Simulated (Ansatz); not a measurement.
**HfC: density, localisation and related maps**

The calculation's input:

```
crystal:
  lattice:
    - [3.2375192298, 0.0, 0.0]
    - [-1.6187596149, 2.8037738983, 0.0]
    - [0.0, 0.0, 2.9156560663]
  atoms:
    - { symbol: Hf, position: [0.6666666667, 0.3333333333, 0.4449846276] }
    - { symbol: C, position: [0.3333333333, 0.6666666667, 0.9676447424] }
basis:
  ecutwfc: 420
kpoints:
  mp_grid: { grid: [18, 18, 18] }
  band_path:
    path:
      - [[0.0, 0.0, 0.0], [0.5, 0.0, 0.0], [0.33333333, 0.33333333, 0.0], [0.0, 0.0, 0.0], [0.0, 0.0, 0.5], [0.5, 0.0, 0.5], [0.33333333, 0.33333333, 0.5], [0.0, 0.0, 0.5]]
      - [[0.5, 0.0, 0.5], [0.5, 0.0, 0.0]]
      - [[0.33333333, 0.33333333, 0.5], [0.33333333, 0.33333333, 0.0]]
    npoints: 14
hamiltonian:
  xc: pbe
scf:
  occupations: { method: gaussian, width: 0.1 }
  n_extra_bands: 6
output:
  forces: true
  stress: true
  eigenvalues: true
  populations: true
  dos: { projected: true, de: 0.02, nscf_kmesh: { grid: [22, 22, 22] } }
  bader: true
  write_density: true
  write_potential: true
  elf: true
  volumetric_format: npy
```

Command:

```sh
ansatz run input.yaml --threads 1 --pin off --max-ram 2560MiB --backend cpu --events-out ev --progress --plain --runs-dir out
```

Below, planes, directions and counts refer to the conventional cell (a = 3.24 Å, b = 3.24 Å, c = 2.92 Å, α = 90.00°, β = 90.00°, γ = 120.00°).

Space group P3m1; a structure generated by program, which may or may not match a known phase.

Computed with DFT PBE, scalar-relativistic, plane waves, PAW in Ansatz 0.2.0.

The density is the valence pseudo-density of a PAW calculation; it isn't the true density close to the nuclei.

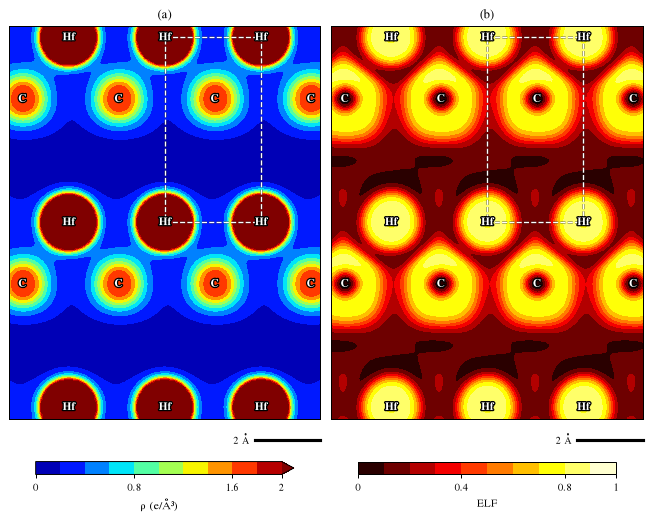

Figure 1. (a) valence electron density; (b) ELF on the (110) plane of the conventional cell.

> Read the bonding off the picture.

The plane passes through Hf and C nuclei.
Hf–C (2.33 Å): the density is about 0.5 e/Å³ at the midpoint; the ELF peaks at about 0.80 in the valence shell of C, 0.7 Å from its nucleus, and is about 0.25 at the midpoint (no shared electron pair shows on this line).
Hf–Hf (2.92 Å): ρ at the midpoint is about 0.23 e/Å³; the ELF is about 0.15 at the midpoint: no shared electron pair shows on this line.
Hf–C (2.41 Å): ρ is about 0.42 e/Å³ halfway; the ELF peaks at about 0.80 in the valence shell of C, 0.7 Å from its nucleus, and is about 0.25 at the midpoint (no localised pair shows between them).
Between the atoms the lowest density in this plane is 0.08 e/Å³.
The features right at Hf lie inside the PAW spheres, where the map follows smoothed inner orbitals and isn't to be read closely.

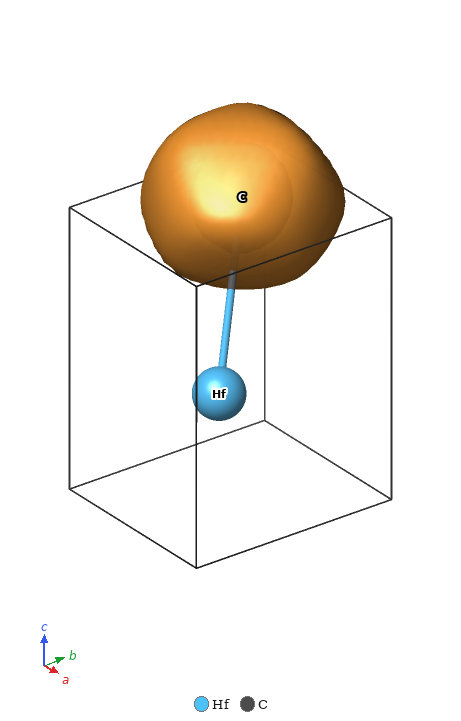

Figure 2. Isosurface of the ELF at 0.7 (orange), seen slightly off an axis. Core shells and regions of very low density are left out. Sticks mark near contacts.

> Where are the electrons localised?

The ELF exceeds this value in one region wrapped around C (its valence shell), counted in one cell of 2 atoms. Regions shared between cells count once.

> How much charge does the calculation move between the atoms?

Electrons move from Hf towards C. Bader charges: Hf +1.84 and C −1.84 e.
